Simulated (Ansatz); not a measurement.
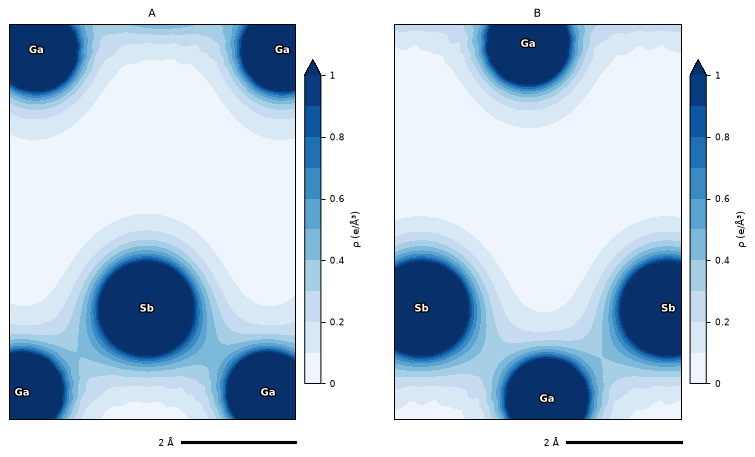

GaSb. The valence charge density (pseudo) of two cells that differ in size and shape, on the (101̄) plane of each (indices in the axes of the calculation cell), at one length scale and on one colour scale: B has 30.6 Å³ an atom and A 27.5.

These are results of Ansatz, DFT, PBE, plane waves, PAW, not measurements.

The density is the valence pseudo-density of a PAW calculation; it isn't the true density close to the nuclei.

The larger cell:

```
Ga Sb
1.0
    -0.11661    3.07190    3.07190
     3.07190   -0.11661    3.07190
     3.07190    3.07190   -0.11661
Ga Sb
1 1
Direct
  0.99748 0.99748 0.99748
  0.25252 0.25252 0.25252
```

The smaller cell: a = 4.333 Å, b = 4.333 Å, c = 4.333 Å, α = 58.06°, β = 58.06°, γ = 58.06°.

> What does the compression do to the bonding and the properties?

From the larger cell to the smaller, Ga–Sb goes from 2.66 to 2.60 Å, and the density at its midpoint from 0.41 to 0.45 e/Å³; the pressure goes from −0.8 to 4.8 GPa.
